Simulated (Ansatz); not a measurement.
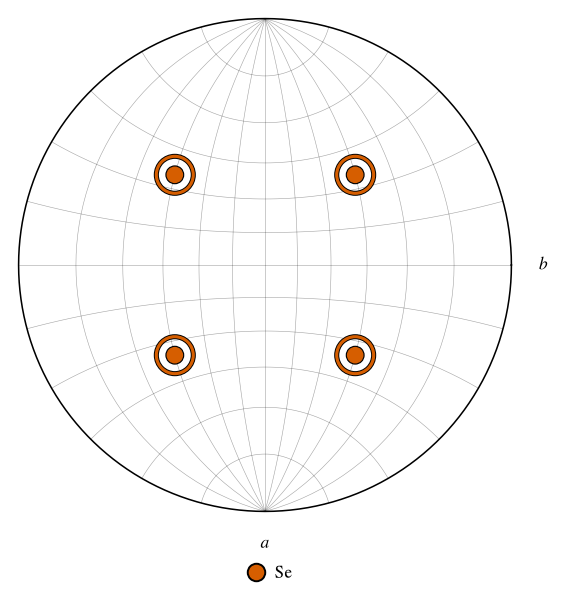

Crystal: PtSe2, the input geometry of an electronic-structure calculation (not necessarily at equilibrium); the starting structure was generated, so it need not be a known form of this composition. Directions from one platinum atom at (0, 0, 0) to its bonded neighbours, in stereographic projection down c (filled: above the plane of the page or in it, open: below). All values are computed from the atomic coordinates in the standard setting (tolerance 0.002 Å).

Neighbours are counted up to 3.12 Å for Se.

```yaml
crystal:
  lattice:
    - [6.26179, 0.00000, 0.00000]
    - [0.00000, 6.26179, 0.00000]
    - [0.00000, 0.00000, 6.26179]
  atoms:
    - { symbol: Pt, position: [0.00000, 0.00000, 0.00000] }
    - { symbol: Se, position: [0.25000, 0.75000, 0.75000] }
    - { symbol: Se, position: [0.25000, 0.25000, 0.75000] }
    - { symbol: Pt, position: [0.00000, 0.50000, 0.50000] }
    - { symbol: Se, position: [0.25000, 0.25000, 0.25000] }
    - { symbol: Se, position: [0.25000, 0.75000, 0.25000] }
    - { symbol: Pt, position: [0.50000, 0.00000, 0.50000] }
    - { symbol: Se, position: [0.75000, 0.75000, 0.25000] }
    - { symbol: Se, position: [0.75000, 0.25000, 0.25000] }
    - { symbol: Pt, position: [0.50000, 0.50000, 0.00000] }
    - { symbol: Se, position: [0.75000, 0.25000, 0.75000] }
    - { symbol: Se, position: [0.75000, 0.75000, 0.75000] }
```

> How many neighbours are there, and at what angles?

8: 8 Se at 2.71 Å. Angles between bonds: 71° (12×), 109° (12×), 180° (4×).

> What is the site's symmetry in the crystal?

Point group m-3m (Oh), order 48: three fourfold axes, four threefold axes, six twofold axes, nine mirror planes, an inversion centre. In No. 225, Fm-3m this is Wyckoff position 4a.
